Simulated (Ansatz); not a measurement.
System: GaAgSe₂, space group I-42d, 8 atoms in the cell, a database entry, rescaled.

```yaml
crystal:
  lattice:
    - [0.00000, 6.04036, 0.00000]
    - [6.04036, 0.00000, 0.00000]
    - [3.02018, 3.02018, -5.48533]
  atoms:
    - { symbol: Ag, position: [0.00000, 0.00000, 0.00000] }
    - { symbol: Ag, position: [0.75000, 0.25000, 0.50000] }
    - { symbol: Ga, position: [0.50000, 0.50000, 0.00000] }
    - { symbol: Ga, position: [0.25000, 0.75000, 0.50000] }
    - { symbol: Se, position: [0.37500, 0.41330, 0.75000] }
    - { symbol: Se, position: [0.58670, 0.12500, 0.25000] }
    - { symbol: Se, position: [0.87500, 0.83670, 0.75000] }
    - { symbol: Se, position: [0.16330, 0.62500, 0.25000] }
```

Ansatz 0.2.0; DFT with PBEsol, PAW plane waves, no spin polarisation, 5×5×5 k mesh, Gaussian smearing of 0.021 eV.

Predict the main features of the band structure. The path is Γ–X–P–N–Γ–M–S–S0–Γ–X–R.

The bands leave a gap. The gap along this path is 0.34 eV and direct: both edges lie at Γ. The top valence level at Γ is a single band, not degenerate (spin aside). The top valence band spans 0.8 eV and the lowest conduction band 2.3 eV. The direct gaps are 0.34 eV at Γ, 2.71 eV at S and 2.83 eV at P.

The atoms aren't at rest in this cell (largest force 0.6 eV/Å), so the relaxed material can differ.

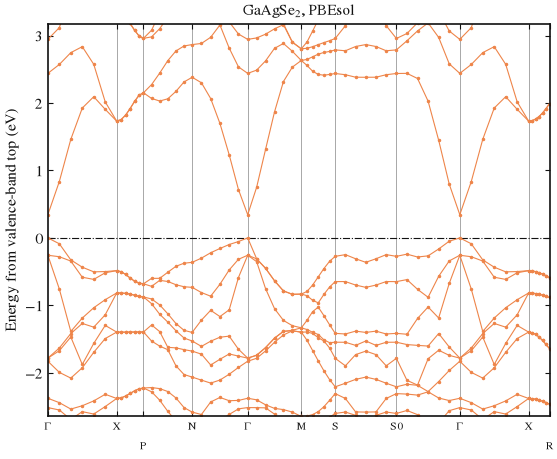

Band structure. Energies are counted from the top of the valence band. The path runs straight from each named point to the next. The path has few k points, so lines between them are rough.
